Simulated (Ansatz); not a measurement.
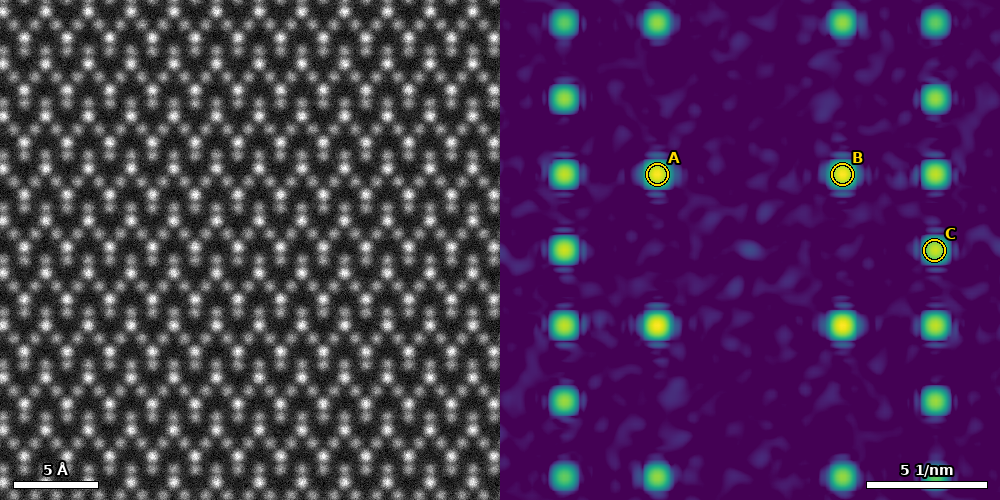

Z-contrast image of Co (Pm-3n, No. 223) along [211]. Simulated incoherent Z contrast: every atom adds Z^1.8 spread by a probe of 0.50 Å full width; channelling and multiple scattering are left out. The probe carries 25 % of its weight in a tail 2.5 times as wide. The display is stretched by a gamma of 0.65; percentages refer to the linear signal. Shot noise was added. Structure: coordinates from a relaxation with DFT, r2SCAN, plane waves (500 eV) with PAW, scalar-relativistic (Ansatz 0.2.0); the starting structure was generated, so it need not be a known form of this composition.

The right panel is the modulus of the image's Fourier transform on a logarithmic scale.

a = 4.438 Å, b = 4.438 Å, c = 4.438 Å, α = 90.00°, β = 90.00°, γ = 90.00°

Index the marked spots and give their plane spacings (the zone axis points at the viewer; indices equivalent by symmetry, or all signs reversed, are as good).

A: (1 -2 0), d = 1.98 Å; B: (-1 0 2), d = 1.98 Å; C: (-2 2 2), d = 1.28 Å. A and B enclose 102°, and every spot obeys the zone law hu + kv + lw = 0 for [211].
